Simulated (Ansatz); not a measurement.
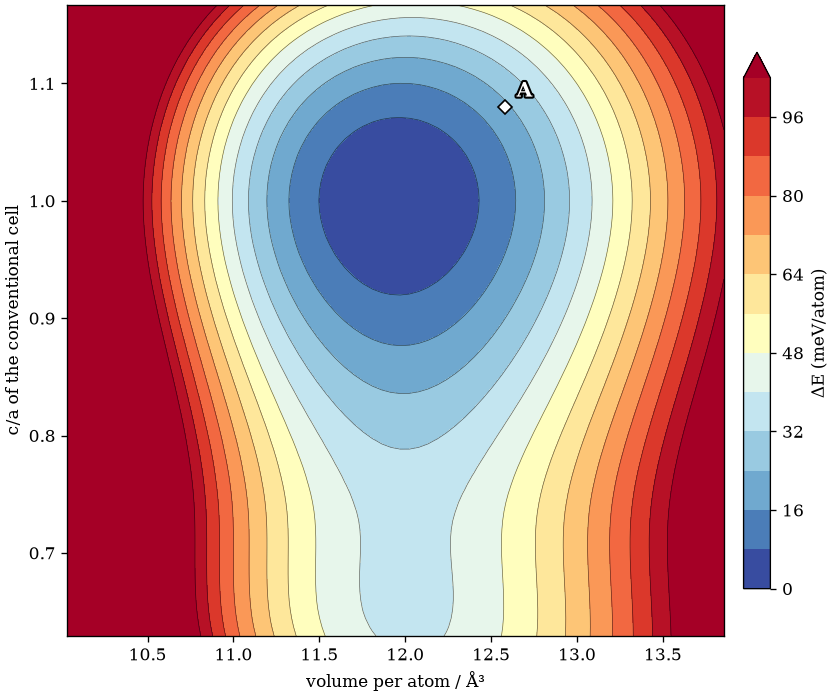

Cu (Fm-3m, No. 225; 1 atom in the cell). The energy is mapped over volume and the cell's shape. Coordinates scanned: (1) volume per atom; (2) c/a of the conventional cell. Nothing is relaxed (symmetry fixes all fractional coordinates). Grid: 7 × 9 points. Points are written as (first, second). All energies are given in meV/atom relative to the lowest grid point. These are results of Ansatz 0.2.0, DFT PBE, scalar-relativistic, plane waves, PAW, not measurements. Settings: cutoff 520 eV, k-mesh 24×24×24, gaussian smearing 0.15 eV, no spin polarisation.

The picture shows filled contours, one colour for all values above the top of the scale, the point A. Between grid points the surface is interpolated.

Which way does the force act at A, and how strong is it?

Answer. A, at (12.58 Å³, 1.080), is not a stationary point. The computed force is 39 meV/atom for each Å³ towards smaller values of volume per atom and 240 meV/atom for each unit towards smaller values of c/a of the conventional cell.

PAW datasets: the set soft_1.
